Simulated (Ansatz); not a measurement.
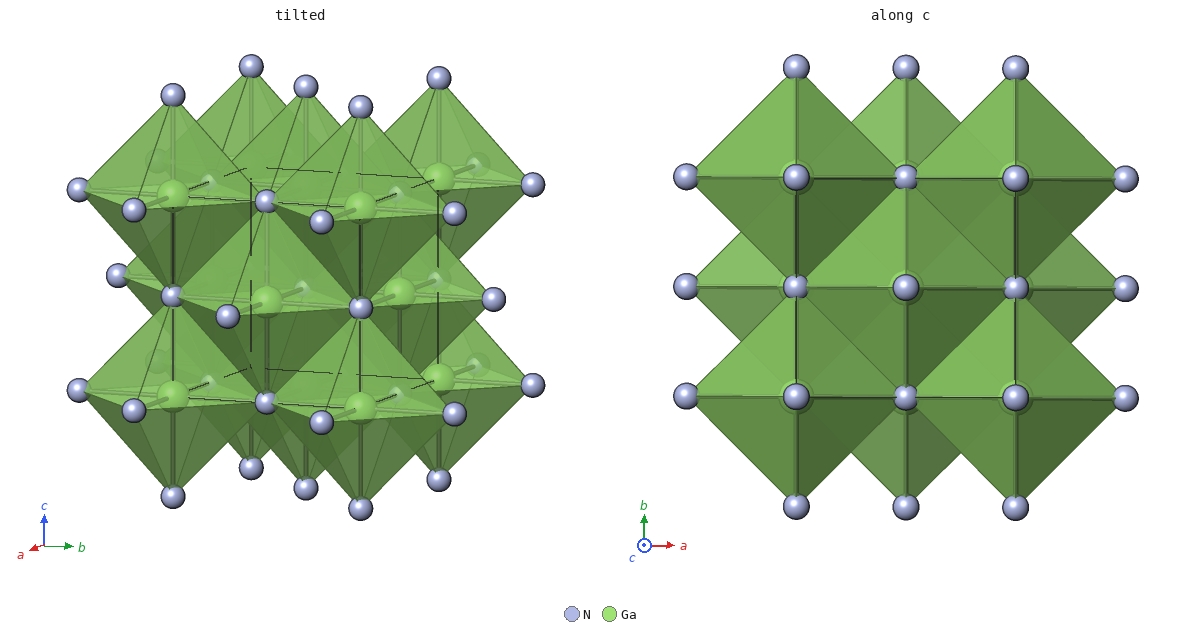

Structure drawing (polyhedral), viewed slightly off an axis and along the c axis. The lines enclose the drawn cell (a repeat of the simulation cell); boundary atoms appear with their images. Some neighbours outside the box are added.

GaN, a = 4.217 Å, b = 4.217 Å, c = 4.217 Å, α = 90.00°, β = 90.00°, γ = 90.29°. Strictly the space group is Immm (No. 71, within 0.01 Å). It is a distorted form of a face-centred cubic structure, space group Fm-3m (No. 225) within 0.25 Å: rock salt (NaCl type). The initial geometry was a structure type filled with these elements by a generator (whether the compound takes this form wasn't checked). The cell was then strained or its atoms displaced on purpose. It went into a calculation with Ansatz.

This one geometry was computed with Ansatz (DFT, plane waves, PAW) at three levels of theory: r2SCAN, PBE and HSE06. It was relaxed with r2SCAN and then strained.

**Which level gives the highest pressure at this volume, and what does that say about its equilibrium volume?**

Highest: PBE (8.2 GPa), which points to the largest equilibrium volume. Lowest, with the smallest volume: HSE06 (-1.4 GPa). Levels within 0.5 GPa of each other can't be told apart.

**How does the band gap change with the level of theory?**

PBE: a gap of 0.61 eV, indirect; r2SCAN: a gap of 1.14 eV, indirect; HSE06: a gap of 1.88 eV, indirect.

**Collect the results in a table.**

| level | cutoff (eV) | k-mesh of the run's cell | gap (eV) | pressure (GPa) |
| --- | --- | --- | --- | --- |
| r2SCAN | 500 | 10×10×10 | 1.14 | 0.0 |
| PBE | 420 | 10×10×10 | 0.61 | 8.2 |
| HSE06 | 420 | 8×8×8 | 1.88 | -1.4 |

Gaps are taken on the k-mesh or band path of each run.
